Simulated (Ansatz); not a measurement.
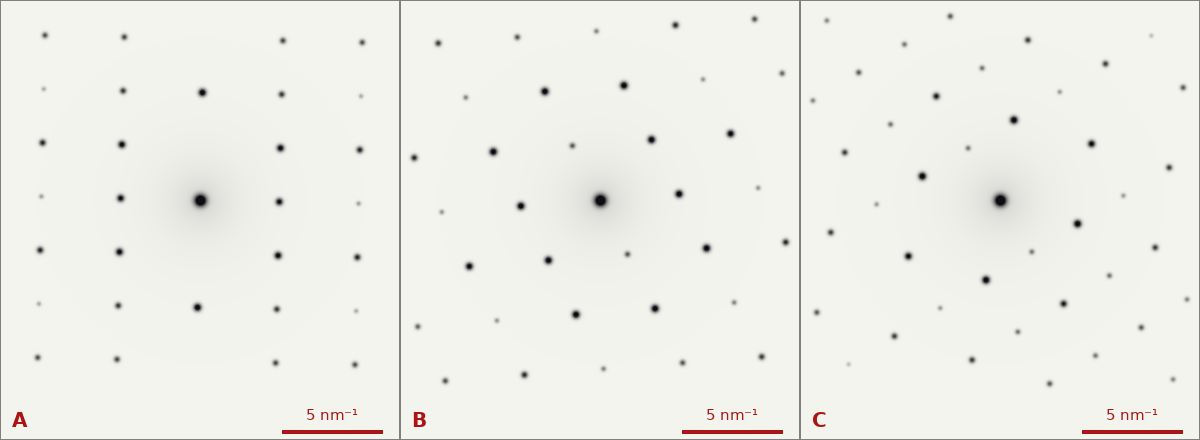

Kinematic zone-axis patterns, calculated for 200 keV electrons with B = 0.5 Å².

All three come from Pt, space group Cmcm (No. 63), a = 2.73 Å, b = 6.57 Å, c = 3.72 Å. Structure: coordinates from a relaxation with Ansatz, DFT, PBE, plane waves (420 eV) with PAW, scalar-relativistic; the starting structure was generated, so it need not be a known form of this composition.

```cif
data_structure
_symmetry_space_group_name_H-M 'Cmcm'
_symmetry_Int_Tables_number 63
_cell_length_a 2.7303
_cell_length_b 6.5723
_cell_length_c 3.7226
_cell_angle_alpha 90.000
_cell_angle_beta 90.000
_cell_angle_gamma 90.000
_cell_volume 66.80
loop_
_atom_site_label
_atom_site_type_symbol
_atom_site_symmetry_multiplicity
_atom_site_Wyckoff_symbol
_atom_site_fract_x
_atom_site_fract_y
_atom_site_fract_z
_atom_site_occupancy
Pt1 Pt 4 c 0.50000 0.14093 0.25000 1
```

**Assign the zone axes [001], [100], [110] to A, B and C.**

A is [110]: rectangular net of 0 0 1 (itself extinct) at d = 3.72 Å and 1 -1 0 at d = 2.52 Å, at 90.0°. B is [001]: centred rectangular net of 0 2 0 at d = 3.29 Å and 1 1 0 at d = 2.52 Å, at 67.4°. C is [100]: rectangular net of 0 0 1 (itself extinct) at d = 3.72 Å and 0 2 0 at d = 3.29 Å, at 90.0°.
